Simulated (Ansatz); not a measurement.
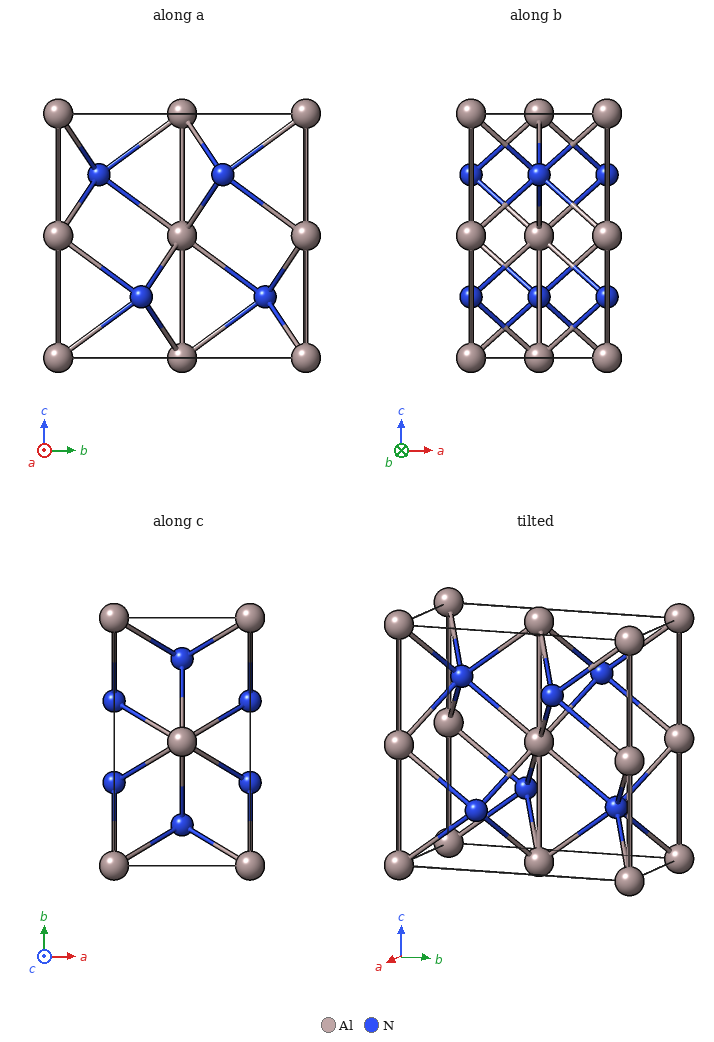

Ball-and-stick representation of a periodic structure, projected along the a axis, along the b axis, along the c axis and slightly off an axis. The conventional unit cell is outlined; an atom on or near a face, edge or corner is repeated at each equivalent position.

Lattice parameters: a = 2.6946 Å, b = 4.9066 Å, c = 4.8410 Å, α = 90.000°, β = 90.000°, γ = 90.000°.

Turn the picture into a CIF in P1 with every atom of the cell, with free fractional coordinates to two decimals.

Answer.
```cif
data_structure
_symmetry_space_group_name_H-M 'P 1'
_symmetry_Int_Tables_number 1
_cell_length_a 2.6946
_cell_length_b 4.9066
_cell_length_c 4.8410
_cell_angle_alpha 90.000
_cell_angle_beta 90.000
_cell_angle_gamma 90.000
_cell_volume 64.01
loop_
_atom_site_label
_atom_site_type_symbol
_atom_site_fract_x
_atom_site_fract_y
_atom_site_fract_z
_atom_site_occupancy
Al1 Al 0.00 0.00 0.00 1
Al2 Al 0.00 0.00 0.50 1
N1 N 0.00 0.34 0.25 1
N2 N 0.50 0.16 0.75 1
Al3 Al 0.50 0.50 0.00 1
Al4 Al 0.50 0.50 0.50 1
N3 N 0.50 0.84 0.25 1
N4 N 0.00 0.66 0.75 1
```

The cell started as a structure type filled with these elements by a generator (whether the compound takes this form wasn't checked). The cell was then strained or its atoms displaced on purpose. It went into a calculation with Ansatz.

At this level of theory the cell isn't at rest (compressed, at 21 GPa), so its distances can differ from those at equilibrium, the more so the softer the solid.
